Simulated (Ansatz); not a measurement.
**Ge: geometry relaxation**

- system: Ge (Fd-3m, 2 atoms in the cell)
- method: DFT PBE, scalar-relativistic, plane waves, PAW, no spin polarisation (Ansatz 0.2.0)

The structure derives from an entry of the Crystallography Open Database. Figures and captions count atoms from 1; the log counts them from 0 in places.

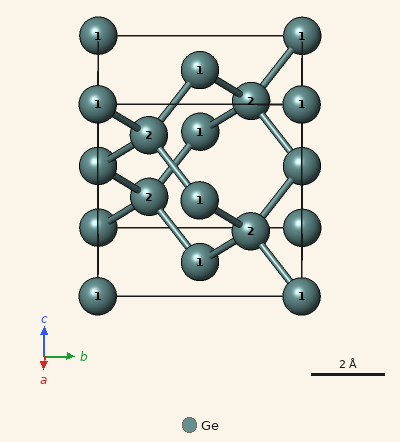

**Figure 1.** The starting structure (ball-and-stick view of the cell 4 times as large as that of the calculation, set on its symmetry axes, seen at an oblique angle; atoms are numbered from 1 in the order of the input). An atom can appear more than once, as a periodic image. Near neighbours in the periodic cell (some may lie outside the picture): Ge has 4 Ge at 2.45 Å.

## Key numbers

| quantity | value |
| --- | --- |
| outcome | converged |
| space group (tolerance 0.01 Å) | Fd-3m (227) |
| electrons treated | 28 |
| free energy | −8589.9680 eV |
| Fermi energy | 7.865 eV |
| gap on the k-point mesh | none (metallic) |
| pressure | 0.01 GPa |
| final volume | 47.80 Å³ |
| largest force (length of the vector) at the end | under 0.001 eV/Å |
| final cell | a = 4.074 Å, b = 4.074 Å, c = 4.074 Å, α = 60.00°, β = 60.00°, γ = 60.00° |
| hardware | 4 threads of Intel Xeon @ 2.50GHz (Skylake/Cascade Lake), 32 GiB of memory available, shared host |
| wall time | 7 s (CPU time 25 s) |
| peak memory | 0.49 GiB |

## The input
```yaml
crystal:
  lattice:
    - [0.0, 2.82891, 2.82891]
    - [2.82891, 0.0, 2.82891]
    - [2.82891, 2.82891, 0.0]
  atoms:
    - { symbol: Ge, position: [0.0, 0.0, 0.0] }
    - { symbol: Ge, position: [0.25, 0.25, 0.25] }
basis:
  ecutwfc: 420
kpoints:
  mp_grid: { grid: [14, 14, 14] }
hamiltonian:
  xc: pbe
scf:
  occupations: { method: gaussian, width: 0.1 }
output:
  forces: true
  stress: true
  eigenvalues: true
relax:
  adjacent_minimum: "off"
  f_tol: 0.005
  max_steps: 80
  cell: { stress_tol: 0.05 }
```

Run as:
```bash
ansatz run input.yaml --threads 4 --pin off --max-ram 11264MiB --backend cpu --events-out ev --progress --plain --runs-dir out
```

## Log
```
Engine: ansatz 0.2.0, x86_64-unknown-linux-gnu
Pseudopotentials: kind: paw
Pseudopotential: Ge, paw, valence charge 14, recommended cutoff 420 eV (normal), Ge.paw.azcp
Functional definition: PBE
  parameter kappa = 0.804
  parameter beta = 0.06672455060314922
  exchange = pbe_x(kappa = kappa, mu = beta*pi^2/3)
  correlation = pbe_c(beta = beta)
Crystal: 2 atoms, lattice volume = 45.278 Å³
Basis set: ecut = 420 eV, 893 PW (Γ), exchange–correlation on 54×54×54 points (8 copies of the dense FFT grid, shifted against one another)
Bands: 18, of which v1, the nominal top of the filled ones, is band 14 counted from 1 (13 counted from 0)
Symmetry: 48 space group operations
Space group: Fd-3m (ITA 227), of the structure as read, at distance tolerance 3.6e-5 Å
k-points: 104 of 2744
Non-local potential: Ge, projectors of the file, l = 0: 2, l = 1: 2, l = 2: 3, l = 3: 1
PAW form: soft (Blöchl's): semilocal exchange-correlation on the pseudo side does not see the compensation charge
PAW one-centre angular grid: Ge, 590 points (default); XC on 64 Gauss nodes
Initial density: superposition of atomic densities (neutral atoms: chi_scale 0, normalization atom), corrected by the library's trained network
Initial wavefunctions: pseudopotential atomic-orbital guess
Functional: x = pbe(κ = 0.804, μ = 0.2195149727645171), c = pbe(β = 0.06672455060314922)
SCF iter   1: F=—  HF=-8589.941129 eV  |F-HF|=—  |Δ(HF+E_count)|=         —  Δρ=1.31e-3  dr2=8.06e-4  ethr=1.77e-3  ⟨swp⟩=5.7  Hψ=8800  notcnv=0
preconditioner: auto → none  [insulator: Δε(μ)=0.149 eV  Ē_g=23.453 eV  σ=0.100 eV  W_gap=0.59  n_scr=14 (ndim 8)  ℏωp=29.2 eV  f_vac=0.080  D(μ)=0.02/eV (n_scr^D=0)  ε∞_Penn≈2.6]
SCF iter   2: F=—  HF=-8589.940626 eV  |F-HF|=—  |Δ(HF+E_count)|=   5.03e-4  Δρ=9.07e-4  dr2=2.35e-4  ethr=2.88e-6  ⟨swp⟩=2.0  Hψ=3911  notcnv=0
SCF iter   3: F=—  HF=-8589.940616 eV  |F-HF|=—  |Δ(HF+E_count)|=   1.04e-5  Δρ=2.99e-4  dr2=2.81e-5  ethr=8.40e-7  ⟨swp⟩=2.0  Hψ=3329  notcnv=0
SCF iter   4: F=—  HF=-8589.940647 eV  |F-HF|=—  |Δ(HF+E_count)|=   3.16e-5  Δρ=8.17e-5  dr2=2.49e-6  ethr=1.00e-7  ⟨swp⟩=2.0  Hψ=2291  notcnv=0
iter 5 did not close the SCF: its close was put off for the readings that it lacked (scf_convergence_deferred on its scf_iter line)
SCF iter   5: F=-8589.940647 eV  HF=-8589.940647 eV  |F-HF|=2.13e-8  |Δ(HF+E_count)|=   1.26e-7  Δρ=1.27e-5  dr2=3.80e-8  ethr=8.88e-9  ⟨swp⟩=2.0  Hψ=3331  notcnv=0
SCF iter   6: F=-8589.940647 eV  HF=-8589.940647 eV  |F-HF|=2.15e-9  |Δ(HF+E_count)|=   2.42e-8  Δρ=1.85e-6  dr2=8.31e-10  ethr=1.36e-10  ⟨swp⟩=2.0  Hψ=5938  notcnv=0
SCF 1 converged in 6 iterations: F = -8589.940647 eV  dr2 = 8.31e-10
  greatest PAW one-centre occupation: 0.998 electrons in one spin orbital (limit 2), on the Ge atom at site 1 (counted from 0), in its partial waves of l = 2
relax step   1: F+E_penalty+E_count = -8589.94064706 eV  Δ(F+E_penalty+E_count) = +0.000e0 eV  max|allowed force component| = 9.252e-18 eV/Å  Δτ_max = 0.0000 Å  P = +3.651 GPa  Ω = 45.278 Å³  (6 SCF iters, dr2 threshold 1.00e-7 eV, accepted)
Crystal: 2 atoms, lattice volume = 47.260 Å³
Basis set: ecut = 420 eV, 941 PW (Γ), exchange–correlation on 54×54×54 points (8 copies of the dense FFT grid, shifted against one another)
Initial density: handed on by an earlier stage of this run
Initial wavefunctions: those handed on with the density
iter 1 solved again at ethr=6.76e-6 eV; its pass at ethr=3.10e-3 eV (dr2=1.89e-3 eV) is discarded
SCF iter   1: F=—  HF=-8589.966277 eV  |F-HF|=—  |Δ(HF+E_count)|=         —  Δρ=1.84e-3  dr2=1.90e-3  ethr=6.76e-6  ⟨swp⟩=1.0  Hψ=10446  notcnv=0
preconditioner: auto → Kerker (q_TF=auto, 2.500 Å⁻¹)  [metal: Δε(μ)=0.055 eV  Ē_g=23.264 eV  σ=0.100 eV  W_gap=0.29  n_scr=14 (ndim 8)  ℏωp=28.6 eV  f_vac=0.092  D(μ)=0.07/eV (n_scr^D=0)]
SCF iter   2: F=—  HF=-8589.966352 eV  |F-HF|=—  |Δ(HF+E_count)|=   7.49e-5  Δρ=1.27e-3  dr2=1.07e-3  ethr=6.76e-6  ⟨swp⟩=1.0  Hψ=1872  notcnv=0
SCF iter   3: F=—  HF=-8589.966424 eV  |F-HF|=—  |Δ(HF+E_count)|=   7.24e-5  Δρ=3.16e-4  dr2=1.09e-4  ethr=3.83e-6  ⟨swp⟩=1.0  Hψ=1872  notcnv=0
SCF iter   4: F=—  HF=-8589.966493 eV  |F-HF|=—  |Δ(HF+E_count)|=   6.92e-5  Δρ=8.03e-5  dr2=2.04e-6  ethr=3.90e-7  ⟨swp⟩=2.0  Hψ=2292  notcnv=0
SCF iter   5: F=—  HF=-8589.966495 eV  |F-HF|=—  |Δ(HF+E_count)|=   1.63e-6  Δρ=4.81e-5  dr2=7.45e-7  ethr=7.29e-9  ⟨swp⟩=2.0  Hψ=3332  notcnv=0
SCF iter   6: F=-8589.966496 eV  HF=-8589.966496 eV  |F-HF|=4.06e-7  |Δ(HF+E_count)|=   8.67e-7  Δρ=2.08e-5  dr2=1.72e-7  ethr=7.14e-10  ⟨swp⟩=2.2  Hψ=7193  notcnv=0
SCF 2 converged in 6 iterations: F = -8589.966496 eV  dr2 = 1.72e-7
relax step   2: F+E_penalty+E_count = -8589.96649626 eV  Δ(F+E_penalty+E_count) = -2.585e-2 eV  max|allowed force component| = 2.776e-17 eV/Å  Δτ_max = 0.0000 Å  P = +0.692 GPa  Ω = 47.260 Å³  energy of the carried Pulay correction = -3.169e-4 eV  (6 SCF iters, dr2 threshold 2.00e-7 eV, accepted)
Crystal: 2 atoms, lattice volume = 47.749 Å³
iter 1 solved again at ethr=5.32e-7 eV; its pass at ethr=3.10e-3 eV (dr2=1.49e-4 eV) is discarded
SCF iter   1: F=—  HF=-8589.967569 eV  |F-HF|=—  |Δ(HF+E_count)|=         —  Δρ=4.42e-4  dr2=1.11e-4  ethr=5.32e-7  ⟨swp⟩=2.0  Hψ=10156  notcnv=0
preconditioner: auto → Kerker (q_TF=auto, 2.496 Å⁻¹)  [metal: Δε(μ)=0.114 eV  Ē_g=23.228 eV  σ=0.100 eV  W_gap=0.48  n_scr=14 (ndim 8)  ℏωp=28.4 eV  f_vac=0.087  D(μ)=0.08/eV (n_scr^D=0)]
SCF iter   2: F=—  HF=-8589.967559 eV  |F-HF|=—  |Δ(HF+E_count)|=   1.00e-5  Δρ=3.04e-4  dr2=6.32e-5  ethr=3.98e-7  ⟨swp⟩=1.0  Hψ=1872  notcnv=0
SCF iter   3: F=—  HF=-8589.967566 eV  |F-HF|=—  |Δ(HF+E_count)|=   6.32e-6  Δρ=8.18e-5  dr2=7.45e-6  ethr=2.26e-7  ⟨swp⟩=1.3  Hψ=1911  notcnv=0
SCF iter   4: F=—  HF=-8589.967570 eV  |F-HF|=—  |Δ(HF+E_count)|=   4.01e-6  Δρ=4.77e-5  dr2=8.72e-7  ethr=2.66e-8  ⟨swp⟩=2.0  Hψ=3312  notcnv=0
SCF iter   5: F=-8589.967571 eV  HF=-8589.967571 eV  |F-HF|=1.68e-7  |Δ(HF+E_count)|=   1.16e-6  Δρ=1.07e-5  dr2=4.80e-8  ethr=7.14e-10  ⟨swp⟩=5.6  Hψ=8306  notcnv=0
SCF 3 converged in 5 iterations: F = -8589.967571 eV  dr2 = 4.80e-8
relax step   3: F+E_penalty+E_count = -8589.96757108 eV  Δ(F+E_penalty+E_count) = -1.075e-3 eV  max|allowed force component| = 8.674e-17 eV/Å  Δτ_max = 0.0000 Å  P = +0.066 GPa  Ω = 47.749 Å³  energy of the carried Pulay correction = -3.930e-4 eV  (5 SCF iters, dr2 threshold 2.00e-7 eV, accepted)
Crystal: 2 atoms, lattice volume = 47.802 Å³
iter 1 solved again at ethr=6.41e-9 eV; its pass at ethr=3.10e-3 eV (dr2=1.79e-6 eV) is discarded
SCF iter   1: F=—  HF=-8589.967589 eV  |F-HF|=—  |Δ(HF+E_count)|=         —  Δρ=4.77e-5  dr2=1.44e-6  ethr=6.41e-9  ⟨swp⟩=2.0  Hψ=10164  notcnv=0
preconditioner: auto → Kerker (q_TF=auto, 2.496 Å⁻¹)  [metal: Δε(μ)=0.114 eV  Ē_g=23.225 eV  σ=0.100 eV  W_gap=0.48  n_scr=14 (ndim 8)  ℏωp=28.4 eV  f_vac=0.084  D(μ)=0.08/eV (n_scr^D=0)]
SCF iter   2: F=—  HF=-8589.967574 eV  |F-HF|=—  |Δ(HF+E_count)|=   1.51e-5  Δρ=3.39e-5  dr2=8.68e-7  ethr=5.14e-9  ⟨swp⟩=1.0  Hψ=1872  notcnv=0
SCF iter   3: F=—  HF=-8589.967574 eV  |F-HF|=—  |Δ(HF+E_count)|=   3.68e-7  Δρ=8.58e-6  dr2=4.96e-8  ethr=3.10e-9  ⟨swp⟩=2.0  Hψ=2291  notcnv=0
SCF iter   4: F=-8589.967574 eV  HF=-8589.967574 eV  |F-HF|=2.76e-9  |Δ(HF+E_count)|=   6.44e-8  Δρ=1.90e-6  dr2=1.55e-9  ethr=3.85e-11  ⟨swp⟩=4.9  Hψ=6849  notcnv=0
SCF 4 converged in 4 iterations: F = -8589.967574 eV  dr2 = 1.55e-9
relax step   4: F+E_penalty+E_count = -8589.96757401 eV  Δ(F+E_penalty+E_count) = -2.924e-6 eV  max|allowed force component| = 4.048e-17 eV/Å  Δτ_max = 0.0000 Å  P = +0.000 GPa  Ω = 47.802 Å³  energy of the carried Pulay correction = -4.012e-4 eV  (4 SCF iters, dr2 threshold 1.08e-8 eV, accepted)
Basis set: ecut = 420 eV, 941 PW (Γ), exchange–correlation on 60×60×60 points (8 copies of the dense FFT grid, shifted against one another)
Initial wavefunctions: pseudopotential atomic-orbital guess (no wavefunctions were taken with the density)
iter 1 solved again at ethr=4.10e-7 eV; its pass at ethr=3.10e-3 eV (dr2=1.15e-4 eV) is discarded
SCF iter   1: F=—  HF=-8589.942068 eV  |F-HF|=—  |Δ(HF+E_count)|=         —  Δρ=1.48e-3  dr2=5.82e-5  ethr=4.10e-7  ⟨swp⟩=2.2  Hψ=12695  notcnv=0
preconditioner: auto → Kerker (q_TF=auto, 2.496 Å⁻¹)  [metal: Δε(μ)=0.114 eV  Ē_g=23.236 eV  σ=0.100 eV  W_gap=0.47  n_scr=14 (ndim 8)  ℏωp=28.4 eV  f_vac=0.081  D(μ)=0.08/eV (n_scr^D=0)]
SCF iter   2: F=—  HF=-8589.961132 eV  |F-HF|=—  |Δ(HF+E_count)|=   1.91e-2  Δρ=7.45e-4  dr2=5.92e-6  ethr=2.08e-7  ⟨swp⟩=2.1  Hψ=2299  notcnv=0
SCF iter   3: F=—  HF=-8589.967604 eV  |F-HF|=—  |Δ(HF+E_count)|=   6.47e-3  Δρ=1.86e-4  dr2=1.83e-6  ethr=2.11e-8  ⟨swp⟩=3.8  Hψ=3610  notcnv=0
SCF iter   4: F=—  HF=-8589.967988 eV  |F-HF|=—  |Δ(HF+E_count)|=   3.84e-4  Δρ=4.69e-5  dr2=9.67e-7  ethr=6.55e-9  ⟨swp⟩=2.0  Hψ=3279  notcnv=0
SCF iter   5: F=—  HF=-8589.968002 eV  |F-HF|=—  |Δ(HF+E_count)|=   1.47e-5  Δρ=1.87e-5  dr2=3.69e-7  ethr=3.46e-9  ⟨swp⟩=2.0  Hψ=3151  notcnv=0
SCF iter   6: F=—  HF=-8589.968003 eV  |F-HF|=—  |Δ(HF+E_count)|=   5.32e-7  Δρ=5.40e-6  dr2=3.09e-8  ethr=1.32e-9  ⟨swp⟩=2.0  Hψ=2291  notcnv=0
SCF iter   7: F=—  HF=-8589.968003 eV  |F-HF|=—  |Δ(HF+E_count)|=   3.11e-8  Δρ=2.22e-6  dr2=5.42e-9  ethr=1.10e-10  ⟨swp⟩=3.0  Hψ=3260  notcnv=0
SCF iter   8: F=—  HF=-8589.968003 eV  |F-HF|=—  |Δ(HF+E_count)|=  3.27e-11  Δρ=9.25e-7  dr2=9.36e-10  ethr=1.93e-11  ⟨swp⟩=2.0  Hψ=2155  notcnv=0
SCF iter   9: F=—  HF=-8589.968003 eV  |F-HF|=—  |Δ(HF+E_count)|=  4.73e-11  Δρ=2.58e-7  dr2=7.49e-11  ethr=3.34e-12  ⟨swp⟩=2.0  Hψ=2290  notcnv=0
SCF iter  10: F=-8589.968003 eV  HF=-8589.968003 eV  |F-HF|=0.00e0  |Δ(HF+E_count)|=  5.46e-12  Δρ=1.71e-8  dr2=1.94e-13  ethr=1.00e-12  ⟨swp⟩=5.1  Hψ=7101  notcnv=0
SCF 5 converged in 10 iterations: F = -8589.968003 eV  dr2 = 1.94e-13
relax step   5: F+E_penalty+E_count = -8589.96800273 eV  Δ(F+E_penalty+E_count) = -4.287e-4 eV  max|allowed force component| = 4.626e-17 eV/Å  Δτ_max = 0.0000 Å  P = +0.007 GPa  Ω = 47.802 Å³  stress off target by 7.31e-3 GPa  SCF on the basis re-selected at this cell (its energy is not comparable with the rows above)  (10 SCF iters)
```

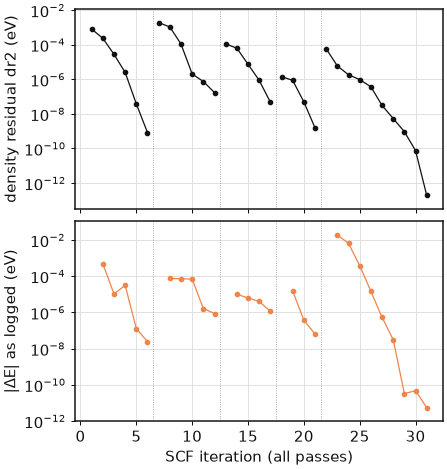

**Figure 2.** Convergence of the self-consistent field: density residual dr2 and size of the energy change against the SCF iteration. The dotted lines part the SCF passes of the relaxation: geometry steps, rejected trials and re-solves on a re-selected basis. The 5 passes take 4 to 10 iterations each, 31 in all.

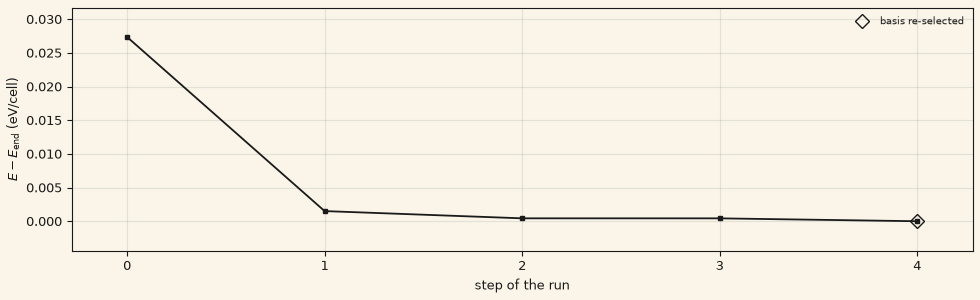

**Figure 3.** Progress of the relaxation, step by step (the first geometry is step 0 here and step 1 in the log).

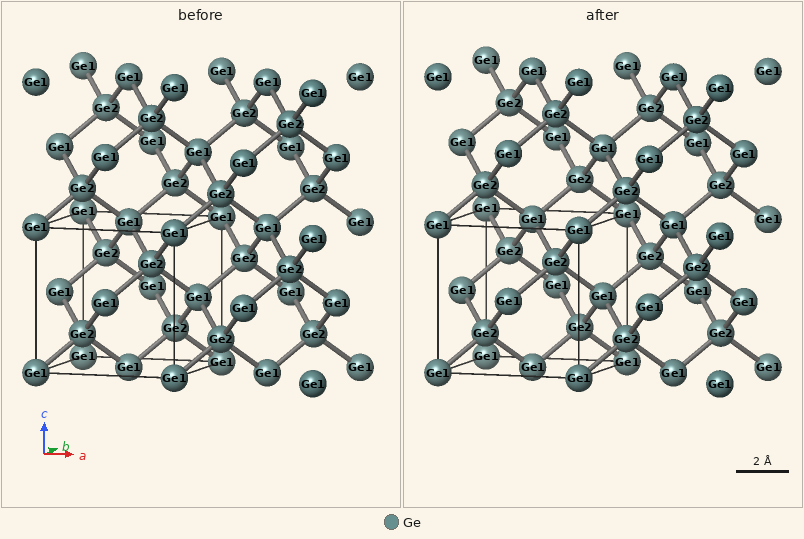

**Figure 4.** Before (left) and after (right) the relaxation, at one scale (ball-and-stick view of the cell 4 times as large as that of the calculation, set on its symmetry axes, repeated 2 × 1 × 2, seen slightly off an axis). No atom moves by more than 0.005 Å relative to the cell. The drawn cell changes as follows: a = b = c 5.658 → 5.761 Å (+1.8 %); the volume changes by +5.6 %. Among the contacts that change: Ge1–Ge2 2.450 → 2.495 Å. The space group stays Fd-3m (No. 227). Over 3 geometry steps the energy falls by 26.9 meV per cell of the calculation. All forces vanish by symmetry, so only the cell relaxes. Pressure: 3.65 GPa at the start and 0.01 GPa at the end. A last SCF at the same geometry on a re-selected plane-wave basis shifts the energy by −0.4 meV per cell of the calculation. (Atoms are counted from 1 in the order of the input.)

```
basis re-selected at this cell: Δ(F+E_penalty+E_count) = -4.287e-4 eV, ΔP = +0.007 GPa vs the last step (what re-selecting the basis moved, of the pressure what is left beyond the Pulay correction that the steps carried, after the strain that the cell walked since its last selection, with what the two solves' SCF thresholds leave and, on support functions, any second-order correction that the steps lacked; it is no measure of the basis error at this ecutwfc). The dense FFT grid was sized anew with the basis: this SCF ran on 30×30×30 points, the steps before it on 27×27×27, so part of this shift can come from that change (see relax.cell in the input reference). This SCF's stress stands 7.31e-3 GPa from its target on what of the cell is left free (relax.cell.stress_tol is 5.00e-2 GPa) and its largest allowed force component is 4.63e-17 eV/Å (relax.f_tol is 5.00e-3 eV/Å): within both
SCF converged after 10 iterations
Free energy (F): -8589.968003 eV
Harris-Foulkes:  -8589.968003 eV  (|F-HF|=0.00e0)
Internal energy: -8589.967579 eV  (E = F + TS)
E sigma→0 (E₀):  -8589.967791 eV
Entropy (-TS):   -0.000424 eV (-0.212 meV/atom)
Fermi energy:    7.865304 eV
--- Per-component energies (eV) ---
  E_band       = -315.524266
  E_kinetic    = 221.721867
  E_local      = -5018.300231  (includes V_loc(G=0)·N_el)
  E_nonlocal   = 836.362560
  E_hartree    = 2199.064413
  E_xc         = -150.589355
  E_vxc        = -128.461345  (∫ρ·V_xc dr)
  E_paw        = -4039.253114  (= ΣΔE_a)
  E_vpaw       = -624.976701  (= ΣTr[D̂ρ^β])
  E_aug_tail   = 0.000781  (compensation charges beyond the density's cutoff)
  E_ewald      = -2638.974500
  E_smearing   = -0.000424  (= −TS)
  E_closure    = 0.000000  (closes the sum)
  Σ components = -8589.968003   (vs F -8589.968003, Δ=0.00e0)
--- Forces (eV/Å), atoms counted from 1 ---
  atom   1  Ge     0.00000000     0.00000000    -0.00000000
  atom   2  Ge    -0.00000000    -0.00000000     0.00000000
  max |Σ_I F_I| component: 1.85e-17 eV/Å
--- Stress (GPa, compression-positive) ---
        0.007311      -0.000000      -0.000000
       -0.000000       0.007311       0.000000
       -0.000000      -0.000000       0.007311
  P = ⅓ Tr σ = 0.0073 GPa (0.073 kbar)
--- Band table (eV; the first three rows and the last of 104) ---
  k-point 0: bands = ["-16.8565", "-16.8565", "-16.8565", "-16.8249", "-16.8249", "-16.6409", "-16.6409", "-16.6409", "-16.6324", "-16.6324", "-4.4966", "7.4196", "7.8747", "7.8747", "7.8747", "10.3999", "10.3999", "10.3999"]
  k-point 1: bands = ["-16.8594", "-16.8594", "-16.8558", "-16.8212", "-16.8212", "-16.6464", "-16.6464", "-16.6418", "-16.6274", "-16.6274", "-4.4373", "6.4027", "7.7583", "7.7583", "8.5097", "10.5566", "10.5566", "10.6368"]
  k-point 2: bands = ["-16.8649", "-16.8649", "-16.8537", "-16.8130", "-16.8130", "-16.6546", "-16.6546", "-16.6442", "-16.6208", "-16.6208", "-4.2613", "5.1035", "7.4894", "7.4894", "8.6676", "10.9193", "10.9193", "11.4503"]
  k-point 103: bands = ["-16.8976", "-16.8976", "-16.7766", "-16.7766", "-16.7317", "-16.7317", "-16.7036", "-16.7036", "-16.5847", "-16.5847", "-0.7362", "-0.7362", "4.2536", "4.2536", "11.4425", "11.4425", "13.1278", "13.1278"]
--- Relaxed structure (4 steps of the walk, 4 accepted, 1 SCFs on fresh bases) ---
  F+E_penalty+E_count = -8589.96800273 eV   max|allowed force component| = 4.626e-17 eV/Å   (the final SCF, on the basis selected at the relaxed cell)
  cell:  # Å, volume = 47.8024 Å³
    - [-1.2388123257191356e-33, 2.880536452766867, 2.880536452766867]
    - [2.880536452766867, 4.187758891750015e-34, 2.880536452766867]
    - [2.880536452766867, 2.880536452766867, -8.932824095170081e-34]
  atoms:
    - { symbol: Ge, position: [-7.091696184761516e-35, 6.524360489980595e-35, 1.1630381743008886e-34] }
    - { symbol: Ge, position: [0.24999999999999997, 0.24999999999999997, 0.24999999999999997] }
```

## Trajectory as extended XYZ (Å, eV, eV/Å), 5 frames, from step=1 to step=5
```
2
Lattice="0.0000 2.8289 2.8289 2.8289 0.0000 2.8289 2.8289 2.8289 0.0000" Properties=species:S:1:pos:R:3:forces:R:3 step=1 energy=-8589.94065 pressure_GPa=3.65
Ge    0.0000    0.0000    0.0000    0.0000   0.0000   0.0000
Ge    1.4145    1.4145    1.4145    0.0000   0.0000   0.0000
2
Lattice="0.0000 2.8696 2.8696 2.8696 0.0000 2.8696 2.8696 2.8696 0.0000" Properties=species:S:1:pos:R:3:forces:R:3 step=2 energy=-8589.96650 pressure_GPa=0.69
Ge    0.0000    0.0000    0.0000    0.0000   0.0000   0.0000
Ge    1.4348    1.4348    1.4348    0.0000   0.0000   0.0000
2
Lattice="0.0000 2.8795 2.8795 2.8795 0.0000 2.8795 2.8795 2.8795 0.0000" Properties=species:S:1:pos:R:3:forces:R:3 step=3 energy=-8589.96757 pressure_GPa=0.07
Ge    0.0000    0.0000    0.0000    0.0000   0.0000   0.0000
Ge    1.4397    1.4397    1.4397    0.0000   0.0000   0.0000
2
Lattice="0.0000 2.8805 2.8805 2.8805 0.0000 2.8805 2.8805 2.8805 0.0000" Properties=species:S:1:pos:R:3:forces:R:3 step=4 energy=-8589.96757 pressure_GPa=0.00
Ge    0.0000    0.0000    0.0000    0.0000   0.0000   0.0000
Ge    1.4403    1.4403    1.4403    0.0000   0.0000   0.0000
2
Lattice="0.0000 2.8805 2.8805 2.8805 0.0000 2.8805 2.8805 2.8805 0.0000" Properties=species:S:1:pos:R:3:forces:R:3 step=5 energy=-8589.96800 pressure_GPa=0.01
Ge    0.0000    0.0000    0.0000    0.0000   0.0000   0.0000
Ge    1.4403    1.4403    1.4403    0.0000   0.0000   0.0000
```
